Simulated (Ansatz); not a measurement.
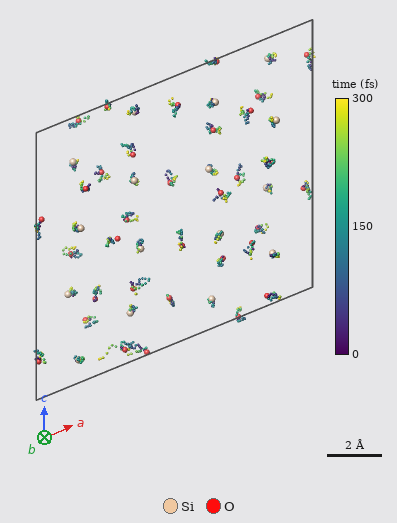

Molecular dynamics of SiO2 with an interstitial O (49 atoms in the cell), 300 fs long. It starts from the last geometry of an earlier run, with fresh velocities. Dots mark each atom's position at evenly spaced times, coloured by time; spheres stand at the starting positions. Seen along the b axis in the simulation cell.

Method: Ansatz, DFT LDA, scalar-relativistic, plane waves, PAW. Run with plane-wave cutoff 420 eV; k-point mesh 1 × 1 × 1; Fermi-Dirac smearing 0.05 eV; spin collinear; low-accuracy preset; Langevin thermostat (NVT); set temperature 840 K; time step 1 fs; friction 0.02 per fs.

What do the traces tell about the motion?

Answer. In the second half of the run the atoms are, in the root-mean-square, this far from where they began (common drift taken out): O 0.34 Å, Si 0.21 Å. Against the typical shortest distance between atoms in the first frame, about 1.6 Å these are wide excursions, but the first-neighbour bonds of the start all hold: the network flexes, or its layers or units shift against each other, without breaking. Bond changes: one O–O bond forms at about 255 fs.

Limits of the set-up: the program's low-accuracy preset was used; the periodic images lie only 7.9 Å apart, so the values are limited by the cell's size.

The run took 25 min on 4 threads of Arm Neoverse V2 (shared host), peak memory 1.1 GiB.

PAW datasets: the set soft_1.
